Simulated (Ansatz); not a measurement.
System: TiC, space group Fm-3m (No. 225) (one of a set of cubic test structures, which need not be the stable phase).

Computed with Ansatz 0.2.0 development build: equation of state of a cubic crystal from periodic Kohn-Sham density functional theory without spin, third-order Birch-Murnaghan fit to the free energies; pressure corrected for the finite basis. Level: HSE06.

structure type rock salt; atoms in cell 2; space group number 225; lattice centring face-centred primitive; k mesh 4×4×4; occupation method Fermi–Dirac; occupation width 0.1 eV; wave cutoff 700 eV; datasets hard PAW; density tolerance 0 eV; bands 12; density cutoff ratio 4; search for lower states default; exchange singularity regularized.

What does the calculation give for the energy above the lowest point and pressure against volume? The volume takes the values 9.34, 9.64, 9.94, 10.25, 10.55 Å³/atom.

A third-order Birch–Murnaghan fit gives V0 = 9.96 Å³/atom, B0 = 260 GPa and B′ = 4.0. The energy above the lowest point is 34.8 meV/atom at volume 9.34 Å³/atom and 26.5 meV/atom at 10.55 Å³/atom; the lowest computed point is at volume 9.94 Å³/atom (0.0 meV/atom). The pressure falls from 19.0 GPa at volume 9.34 Å³/atom to −13.6 GPa at 10.55 Å³/atom, and changes sign near 9.96 Å³/atom.

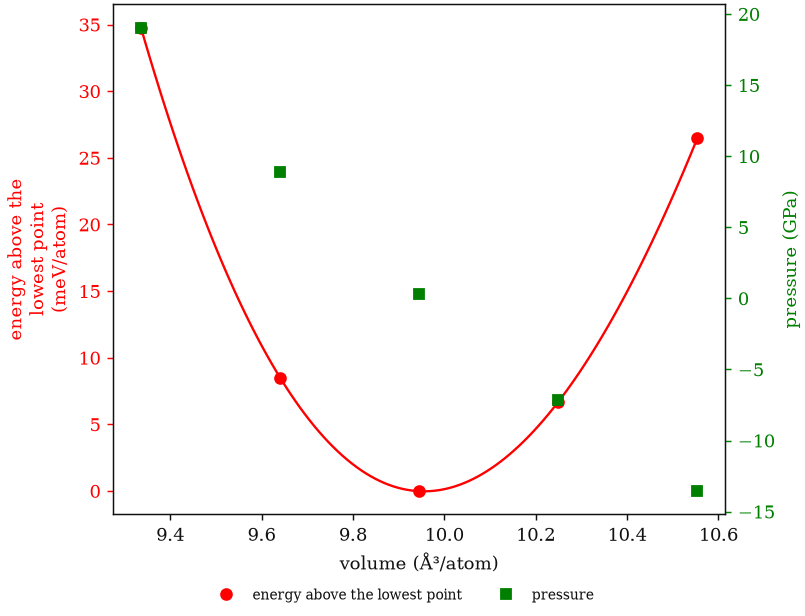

Limits of the calculation: coarse k-mesh, values are not converged in k; pseudopotentials made with PBE, not this functional.
